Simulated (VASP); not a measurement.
# A VASP study of HfC (PBEsol): structure first, properties next, part 3 of 4

Aim: relax HfC, then compute properties on the relaxed cell. The start is a cell from a database of measured crystal structures.

VASP 6.6.1; PBEsol; plane waves and PAW (Hf_pv, C).

Still holding for the runs below: The k-mesh is coarse for a metal.

So far. Step 5 (Bands along the symmetry lines (PBEsol)): There is no gap at this level. Step 6 (Density of states (PBEsol)): The finer mesh and the other smearing move the Fermi level by +0.08 eV from the 8×8×8 run, one measure of the sampling error in the zero of the bands above. Of the states within 0.3 eV of the Fermi level, the largest shares in the PAW spheres are C p 31 %, Hf d 23 % and Hf p 11 %. The rest lies in smaller channels or between the spheres.

The database entry behind the starting cell differs from later determinations by our own check (about 0.2 % long), so it need not match the best structure at ambient conditions.

## Step 7: Volume scan with PBEsol, volume scale 0.94

An equation of state needs energies on both sides of the minimum, all on one mesh and cutoff.

INCAR reads:

```
SYSTEM = HfC
PREC = Accurate
ENCUT = 520
EDIFF = 1E-06
NELM = 100
ISMEAR = 0
SIGMA = 0.05
LREAL = .FALSE.
ALGO = Normal
GGA = PS
NBANDS = 13
LASPH = .TRUE.
LORBIT = 11
LWAVE = .FALSE.
LCHARG = .FALSE.
KPAR = 2
ISIF = 2
```

POSCAR reads:

```
HfC
1.0
    0.0000000000      2.2552361892      2.2552361892
    2.2552361892      0.0000000000      2.2552361892
    2.2552361892      2.2552361892      0.0000000000
Hf C
1 1
Direct
    0.5000000000      0.5000000000      0.5000000000
    0.0000000000      0.0000000000      0.0000000000
```

KPOINTS reads:

```
Automatic mesh
0
Gamma
8 8 8
0 0 0
```

Potentials, in the order of the species: Hf_pv and C (PBE family, release 64).

The run is started by

```console
$ mpirun -np 2 vasp_std
```

The log of the run:

```text
[... set-up lines as in an earlier step ...]
 entering main loop
       N       E                     dE             d eps       ncg     rms          rms(c)
DAV:   1     0.222941926329E+02    0.22294E+02   -0.78712E+03   754   0.107E+03
DAV:   2    -0.233515245727E+02   -0.45646E+02   -0.43039E+02   973   0.206E+02
DAV:   3    -0.249326071410E+02   -0.15811E+01   -0.15752E+01   924   0.283E+01
DAV:   4    -0.249398079701E+02   -0.72008E-02   -0.72003E-02   859   0.233E+00
DAV:   5    -0.249398520659E+02   -0.44096E-04   -0.44094E-04   945   0.163E-01    0.683E+01
DAV:   6    -0.221643139824E+02    0.27755E+01   -0.11658E+01   844   0.186E+01    0.473E+01
DAV:   7    -0.221246406645E+02    0.39673E-01   -0.44245E-01   874   0.501E+00    0.235E+01
DAV:   8    -0.221154922942E+02    0.91484E-02   -0.30671E-02   894   0.145E+00    0.370E+00
DAV:   9    -0.221127577479E+02    0.27345E-02   -0.13882E-02   884   0.639E-01    0.169E+00
DAV:  10    -0.221124400201E+02    0.31773E-03   -0.11448E-03   912   0.259E-01    0.101E-01
DAV:  11    -0.221124379642E+02    0.20559E-05   -0.54858E-05   874   0.686E-02    0.151E-02
DAV:  12    -0.221124369997E+02    0.96453E-06   -0.16174E-06   686   0.115E-02
   1 F= -.22112437E+02 E0= -.22112098E+02  d E =-.678740E-03
```

Elapsed: 5.4 s, on 2 MPI ranks of AMD EPYC 7R43, shared host; peak memory 0.21 GiB; 9.4 s of CPU time.

From OUTCAR (step 7):

```text
   ENCUT  =  520.0 eV  38.22 Ry    6.18 a.u.   5.93  5.93  5.93*2*pi/ulx,y,z

   NELECT =      14.0000    total number of electrons

 E-fermi :   6.4779

 k-point     1 :       0.0000    0.0000    0.0000
  band No.  band energies     occupation
      1     -22.5288      2.00000
      2     -22.5288      2.00000
      3     -22.5288      2.00000
      4      -6.2210      2.00000
      5       7.6094      0.00000
      6       7.6094      0.00000
      7       7.6094      0.00000
      8       7.8866      0.00000
      9       7.8866      0.00000
    ...

  Total        2.5669372      2.5669372      2.5669372     -0.0000000     -0.0000000     -0.0000000
  in kB      179.2750015    179.2750015    179.2750015     -0.0000000     -0.0000000     -0.0000000
  external PRESSURE =     179.2750015 kB  Pullay stress =       0.0000000 kB

 POSITION                                       TOTAL-FORCE (eV/Angst)
 -----------------------------------------------------------------------------------
      2.25524      2.25524      2.25524         0.000000      0.000000      0.000000
      0.00000      0.00000      0.00000        -0.000000     -0.000000     -0.000000
 -----------------------------------------------------------------------------------
    total drift:                                0.000000     -0.000000      0.000000

  FREE ENERGIE OF THE ION-ELECTRON SYSTEM (eV)
  ---------------------------------------------------
  free  energy   TOTEN  =       -22.1124369997 eV

  energy  without entropy=      -22.1117582598  energy(sigma->0) =      -22.11209763

[... 4 parts as in an earlier step ...]

[... 12 further parts left out ...]
```

The scan keeps the cell's shape and the fractional positions fixed.

This step gave:

```yaml
bands: 13
irreducible_k_points: 29
free_energy_toten: -22.11 eV
energy_at_zero_smearing: -22.11 eV
fermi_energy: 6.478 eV
pressure: 17.93 GPa
```

The pressure here is 17.93 GPa.

## Step 8: Volume scan with PBEsol, volume scale 0.96

INCAR is that of step 7.

POSCAR reads:

```
HfC
1.0
    0.0000000000      2.2711186574      2.2711186574
    2.2711186574      0.0000000000      2.2711186574
    2.2711186574      2.2711186574      0.0000000000
Hf C
1 1
Direct
    0.5000000000      0.5000000000      0.5000000000
    0.0000000000      0.0000000000      0.0000000000
```

KPOINTS is that of step 7.

The run is started by

```console
$ mpirun -np 2 vasp_std
```

The log of the run:

```text
[... set-up lines as in an earlier step ...]
 entering main loop
       N       E                     dE             d eps       ncg     rms          rms(c)
DAV:   1     0.214719102489E+02    0.21472E+02   -0.78991E+03   754   0.106E+03
DAV:   2    -0.233626299055E+02   -0.44835E+02   -0.42452E+02   982   0.203E+02
DAV:   3    -0.249932992300E+02   -0.16307E+01   -0.16227E+01   932   0.282E+01
DAV:   4    -0.250016248047E+02   -0.83256E-02   -0.83247E-02   862   0.241E+00
DAV:   5    -0.250016769042E+02   -0.52099E-04   -0.52099E-04   930   0.173E-01    0.657E+01
DAV:   6    -0.222056443445E+02    0.27960E+01   -0.11668E+01   844   0.185E+01    0.459E+01
DAV:   7    -0.221699851253E+02    0.35659E-01   -0.52304E-01   869   0.514E+00    0.236E+01
DAV:   8    -0.221610632002E+02    0.89219E-02   -0.39476E-02   909   0.157E+00    0.401E+00
DAV:   9    -0.221574650503E+02    0.35981E-02   -0.18761E-02   879   0.724E-01    0.169E+00
DAV:  10    -0.221570464564E+02    0.41859E-03   -0.15633E-03   927   0.294E-01    0.763E-02
DAV:  11    -0.221570451231E+02    0.13334E-05   -0.68427E-05   849   0.766E-02    0.129E-02
DAV:  12    -0.221570441270E+02    0.99610E-06   -0.24360E-06   924   0.133E-02
   1 F= -.22157044E+02 E0= -.22156658E+02  d E =-.772746E-03
```

Elapsed: 5.2 s, on 2 MPI ranks; peak memory 0.21 GiB; 9.2 s of CPU time.

From OUTCAR (step 8):

```text
   ENCUT  =  520.0 eV  38.22 Ry    6.18 a.u.   5.97  5.97  5.97*2*pi/ulx,y,z

   NELECT =      14.0000    total number of electrons

 E-fermi :   6.3124

 k-point     1 :       0.0000    0.0000    0.0000
  band No.  band energies     occupation
      1     -22.8010      2.00000
      2     -22.8010      2.00000
      3     -22.8010      2.00000
      4      -6.2856      2.00000
      5       7.4267      0.00000
      6       7.4267      0.00000
      7       7.4267      0.00000
      8       7.7155      0.00000
      9       7.7155      0.00000
    ...

  Total        1.6614941      1.6614941      1.6614941      0.0000000     -0.0000000     -0.0000000
  in kB      113.6213402    113.6213402    113.6213402      0.0000000     -0.0000000     -0.0000000
  external PRESSURE =     113.6213402 kB  Pullay stress =       0.0000000 kB

 POSITION                                       TOTAL-FORCE (eV/Angst)
 -----------------------------------------------------------------------------------
      2.27112      2.27112      2.27112        -0.000000      0.000000      0.000000
      0.00000      0.00000      0.00000         0.000000      0.000000     -0.000000
 -----------------------------------------------------------------------------------
    total drift:                                0.000000     -0.000000      0.000000

  FREE ENERGIE OF THE ION-ELECTRON SYSTEM (eV)
  ---------------------------------------------------
  free  energy   TOTEN  =       -22.1570441270 eV

  energy  without entropy=      -22.1562713810  energy(sigma->0) =      -22.15665775

[... 4 parts as in an earlier step ...]

[... 12 further parts left out ...]
```

This step gave:

```
free energy (TOTEN)     : -22.16 eV
energy at zero smearing : -22.16 eV
Fermi energy            : 6.312 eV
pressure                : 11.36 GPa
```

The pressure falls from 17.93 to 11.36 GPa.

The run ends at a pressure of 11.36 GPa.

## Step 9: Volume scan with PBEsol, volume scale 0.98

INCAR is that of step 8.

POSCAR reads:

```
HfC
1.0
    0.0000000000      2.2867820397      2.2867820397
    2.2867820397      0.0000000000      2.2867820397
    2.2867820397      2.2867820397      0.0000000000
Hf C
1 1
Direct
    0.5000000000      0.5000000000      0.5000000000
    0.0000000000      0.0000000000      0.0000000000
```

KPOINTS is that of step 8.

The run is started by

```console
$ mpirun -np 2 vasp_std
```

The log of the run:

```text
[... set-up lines as in an earlier step ...]
 entering main loop
       N       E                     dE             d eps       ncg     rms          rms(c)
DAV:   1     0.213920964717E+02    0.21392E+02   -0.79553E+03   754   0.107E+03
DAV:   2    -0.233638501891E+02   -0.44756E+02   -0.42122E+02   970   0.211E+02
DAV:   3    -0.250370451478E+02   -0.16732E+01   -0.16669E+01   894   0.287E+01
DAV:   4    -0.250450507357E+02   -0.80056E-02   -0.80049E-02   902   0.247E+00
[...]
DAV:  10    -0.221826800431E+02    0.47819E-03   -0.18576E-03   932   0.314E-01    0.613E-02
DAV:  11    -0.221826777475E+02    0.22957E-05   -0.79421E-05   844   0.822E-02    0.119E-02
DAV:  12    -0.221826770627E+02    0.68476E-06   -0.32926E-06   939   0.149E-02
   1 F= -.22182677E+02 E0= -.22182233E+02  d E =-.888136E-03
```

Run time: 5.2 s. Hardware: 2 MPI ranks; peak memory 0.21 GiB; 9.2 s of CPU time.

From OUTCAR (step 9):

```text
  Total        0.8134066      0.8134066      0.8134066     -0.0000000     -0.0000000      0.0000000
  in kB       54.4896438     54.4896438     54.4896438     -0.0000000     -0.0000000      0.0000000
  external PRESSURE =      54.4896438 kB  Pullay stress =       0.0000000 kB

 POSITION                                       TOTAL-FORCE (eV/Angst)
 -----------------------------------------------------------------------------------
      2.28678      2.28678      2.28678        -0.000000      0.000000      0.000000
      0.00000      0.00000      0.00000         0.000000     -0.000000     -0.000000
 -----------------------------------------------------------------------------------
    total drift:                                0.000000     -0.000000      0.000000

  FREE ENERGIE OF THE ION-ELECTRON SYSTEM (eV)
  ---------------------------------------------------
  free  energy   TOTEN  =       -22.1826770627 eV

  energy  without entropy=      -22.1817889266  energy(sigma->0) =      -22.18223299

[... 1 part as in an earlier step ...]

[... 2 further parts left out ...]
[key lines of the parts left out:]
E-fermi :   6.1481
```

The pressure falls from 11.36 to 5.45 GPa.

The run ends at a pressure of 5.45 GPa.

## Step 10: Volume scan with PBEsol, volume scale 1

INCAR is that of step 9.

POSCAR reads:

```
HfC
1.0
    0.0000000000      2.3022337384      2.3022337384
    2.3022337384      0.0000000000      2.3022337384
    2.3022337384      2.3022337384      0.0000000000
Hf C
1 1
Direct
    0.5000000000      0.5000000000      0.5000000000
    0.0000000000      0.0000000000      0.0000000000
```

KPOINTS is that of step 9.

The run is started by

```console
$ mpirun -np 2 vasp_std
```

The log of the run:

```text
[... set-up lines as in an earlier step ...]
 entering main loop
       N       E                     dE             d eps       ncg     rms          rms(c)
[... 12 cycles as in an earlier step ...]
   1 F= -.22191176E+02 E0= -.22190735E+02  d E =-.881227E-03
```

Wall time 5.2 s (2 MPI ranks); peak memory 0.21 GiB.

OUTCAR, selected parts (step 10):

```text
[... 6 parts as in an earlier step ...]

[... 1 further part left out ...]
[key lines of the parts left out:]
E-fermi :   5.9861
```

The pressure falls from 5.45 to 0.11 GPa.

The run ends at a pressure of 0.11 GPa.

## Step 11: Volume scan with PBEsol, volume scale 1.02

INCAR is that of step 10.

POSCAR reads:

```
HfC
1.0
    0.0000000000      2.3174807638      2.3174807638
    2.3174807638      0.0000000000      2.3174807638
    2.3174807638      2.3174807638      0.0000000000
Hf C
1 1
Direct
    0.5000000000      0.5000000000      0.5000000000
    0.0000000000      0.0000000000      0.0000000000
```

KPOINTS is that of step 10.

The run is started by

```console
$ mpirun -np 2 vasp_std
```

The log of the run:

```text
[... set-up lines as in an earlier step ...]
 entering main loop
       N       E                     dE             d eps       ncg     rms          rms(c)
DAV:   1     0.224037669161E+02    0.22404E+02   -0.79498E+03   754   0.106E+03
DAV:   2    -0.234870132196E+02   -0.45891E+02   -0.43092E+02   932   0.211E+02
DAV:   3    -0.250748815912E+02   -0.15879E+01   -0.15798E+01   904   0.283E+01
DAV:   4    -0.250836318230E+02   -0.87502E-02   -0.87492E-02   869   0.251E+00
[...]
DAV:  10    -0.221842305272E+02    0.51626E-03   -0.21198E-03   922   0.333E-01    0.534E-02
DAV:  11    -0.221842268105E+02    0.37167E-05   -0.92211E-05   839   0.872E-02    0.135E-02
DAV:  12    -0.221842260527E+02    0.75782E-06   -0.40239E-06   937   0.161E-02
   1 F= -.22184226E+02 E0= -.22183854E+02  d E =-.744417E-03
```

The job ended after 5.4 s (2 MPI ranks; peak memory 0.22 GiB; 9.4 s of CPU time).

From OUTCAR (step 11):

```text
  Total       -0.7330979     -0.7330979     -0.7330979      0.0000000      0.0000000      0.0000000
  in kB      -47.1839327    -47.1839327    -47.1839327      0.0000000      0.0000000      0.0000000
  external PRESSURE =     -47.1839327 kB  Pullay stress =       0.0000000 kB

 POSITION                                       TOTAL-FORCE (eV/Angst)
 -----------------------------------------------------------------------------------
      2.31748      2.31748      2.31748         0.000000      0.000000      0.000000
      0.00000      0.00000      0.00000        -0.000000     -0.000000     -0.000000
 -----------------------------------------------------------------------------------
    total drift:                                0.000000     -0.000000      0.000000

  FREE ENERGIE OF THE ION-ELECTRON SYSTEM (eV)
  ---------------------------------------------------
  free  energy   TOTEN  =       -22.1842260527 eV

  energy  without entropy=      -22.1834816362  energy(sigma->0) =      -22.18385384

[... 1 part as in an earlier step ...]

[... 2 further parts left out ...]
[key lines of the parts left out:]
E-fermi :   5.8280
```

The pressure falls from 0.11 to -4.72 GPa, so it vanishes between these two volumes.

## Step 12: Volume scan with PBEsol, volume scale 1.04

INCAR is that of step 11.

POSCAR reads:

```
HfC
1.0
    0.0000000000      2.3325297619      2.3325297619
    2.3325297619      0.0000000000      2.3325297619
    2.3325297619      2.3325297619      0.0000000000
Hf C
1 1
Direct
    0.5000000000      0.5000000000      0.5000000000
    0.0000000000      0.0000000000      0.0000000000
```

KPOINTS is that of step 11.

The run is started by

```console
$ mpirun -np 2 vasp_std
```

The log of the run:

```text
[... set-up lines as in an earlier step ...]
 entering main loop
       N       E                     dE             d eps       ncg     rms          rms(c)
DAV:   1     0.204685557924E+02    0.20469E+02   -0.81425E+03   762   0.107E+03
DAV:   2    -0.234471075924E+02   -0.43916E+02   -0.40965E+02   951   0.201E+02
DAV:   3    -0.250716443121E+02   -0.16245E+01   -0.15981E+01   959   0.283E+01
DAV:   4    -0.250819860768E+02   -0.10342E-01   -0.10341E-01   824   0.255E+00
[...]
DAV:  10    -0.221632532128E+02    0.42193E-03   -0.17538E-03   912   0.309E-01    0.564E-02
DAV:  11    -0.221632494593E+02    0.37535E-05   -0.84251E-05   834   0.819E-02    0.177E-02
DAV:  12    -0.221632488027E+02    0.65657E-06   -0.28958E-06   924   0.143E-02
   1 F= -.22163249E+02 E0= -.22162973E+02  d E =-.551752E-03
```

The job ended after 7.4 s (2 MPI ranks; peak memory 0.25 GiB; 14 s of CPU time).

OUTCAR, selected parts (step 12):

```text
  Total       -1.4408901     -1.4408901     -1.4408901      0.0000000      0.0000000      0.0000000
  in kB      -90.9556908    -90.9556908    -90.9556908      0.0000000      0.0000000      0.0000000
  external PRESSURE =     -90.9556908 kB  Pullay stress =       0.0000000 kB

 POSITION                                       TOTAL-FORCE (eV/Angst)
 -----------------------------------------------------------------------------------
      2.33253      2.33253      2.33253         0.000000      0.000000      0.000000
      0.00000      0.00000      0.00000         0.000000     -0.000000      0.000000
 -----------------------------------------------------------------------------------
    total drift:                                0.000000      0.000000      0.000000

  FREE ENERGIE OF THE ION-ELECTRON SYSTEM (eV)
  ---------------------------------------------------
  free  energy   TOTEN  =       -22.1632488027 eV

  energy  without entropy=      -22.1626970509  energy(sigma->0) =      -22.16297293

[... 1 part as in an earlier step ...]

[... 2 further parts left out ...]
[key lines of the parts left out:]
E-fermi :   5.6744
```

The pressure falls from -4.72 to -9.10 GPa.

The run ends at a pressure of -9.10 GPa.

## Step 13: Volume scan with PBEsol, volume scale 1.06

A prediction first. A parabola through the 6 pressures of evenly scaled cells so far, P = 0.10 -254.8 t +534 t² GPa with t = ln(V/V₁) and V₁ the volume at scale 1, gives -12.94 GPa at t = +0.0583.

INCAR is that of step 12.

POSCAR reads:

```
HfC
1.0
    0.0000000000      2.3473870399      2.3473870399
    2.3473870399      0.0000000000      2.3473870399
    2.3473870399      2.3473870399      0.0000000000
Hf C
1 1
Direct
    0.5000000000      0.5000000000      0.5000000000
    0.0000000000      0.0000000000      0.0000000000
```

KPOINTS is that of step 12.

The run is started by

```console
$ mpirun -np 2 vasp_std
```

The log of the run:

```text
[... set-up lines as in an earlier step ...]
 entering main loop
       N       E                     dE             d eps       ncg     rms          rms(c)
DAV:   1     0.228740824444E+02    0.22874E+02   -0.79164E+03   754   0.106E+03
DAV:   2    -0.233977958690E+02   -0.46272E+02   -0.43014E+02   989   0.209E+02
DAV:   3    -0.250590054329E+02   -0.16612E+01   -0.16537E+01   934   0.288E+01
DAV:   4    -0.250683977982E+02   -0.93924E-02   -0.93910E-02   859   0.262E+00
[...]
DAV:  10    -0.221295884520E+02    0.56842E-03   -0.24215E-03   907   0.353E-01    0.548E-02
DAV:  11    -0.221295839860E+02    0.44661E-05   -0.10800E-04   819   0.918E-02    0.135E-02
DAV:  12    -0.221295831314E+02    0.85458E-06   -0.43211E-06   967   0.168E-02
   1 F= -.22129583E+02 E0= -.22129398E+02  d E =-.370200E-03
```

Wall time 7.4 s (2 MPI ranks); peak memory 0.25 GiB.

Parts of OUTCAR (step 13):

```text
  Total       -2.1105948     -2.1105948     -2.1105948      0.0000000     -0.0000000      0.0000000
  in kB     -130.7167817   -130.7167817   -130.7167817      0.0000000     -0.0000000      0.0000000
  external PRESSURE =    -130.7167817 kB  Pullay stress =       0.0000000 kB

 POSITION                                       TOTAL-FORCE (eV/Angst)
 -----------------------------------------------------------------------------------
      2.34739      2.34739      2.34739        -0.000000      0.000000      0.000000
      0.00000      0.00000      0.00000         0.000000     -0.000000     -0.000000
 -----------------------------------------------------------------------------------
    total drift:                                0.000000      0.000000      0.000000

  FREE ENERGIE OF THE ION-ELECTRON SYSTEM (eV)
  ---------------------------------------------------
  free  energy   TOTEN  =       -22.1295831314 eV

  energy  without entropy=      -22.1292129318  energy(sigma->0) =      -22.12939803

[... 1 part as in an earlier step ...]

[... 2 further parts left out ...]
[key lines of the parts left out:]
E-fermi :   5.5255
```

The pressure falls from -9.10 to -13.07 GPa. The parabola predicted -12.94 GPa, +0.13 GPa off.

## Step 14: The series together

Times are for 2 MPI ranks of AMD EPYC 7R43, shared host. Results by setting:

```
no.  volume scale  energy above the lowest point (meV/atom)  pressure (GPa)   time  memory (GiB)
  1          0.94                                     39.32           17.93  5.4 s          0.21
  2          0.96                                     17.04           11.36  5.2 s          0.21
  3          0.98                                      4.25           5.449  5.2 s          0.21
  4             1                                         0          0.1121  5.2 s          0.21
  5          1.02                                      3.44          -4.718  5.4 s          0.22
  6          1.04                                     13.88          -9.096  7.4 s          0.25
  7          1.06                                     30.67          -13.07  7.4 s          0.25
```

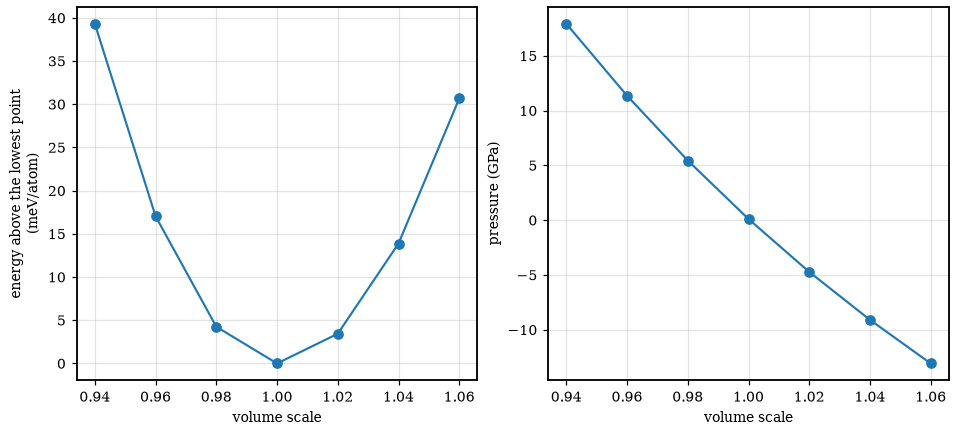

The series as plots.

[end of part 3 of 4]

[Lines on the potential files, build, host, timing and source positions are cut from VASP's logs without a mark.]

[Logs are printed without paths, hosts, clocks, repeated set-up lines and the standing remarks that a program may print on its own settings, such as how far it seeks lower states.]

[Hosts, paths, dates, database ids (printed as entryN), source tags and the programs' standing remarks are cut or masked in the printed files.]

[A measured line is paired with the nearest computed mode of its activity, which favours agreement.]
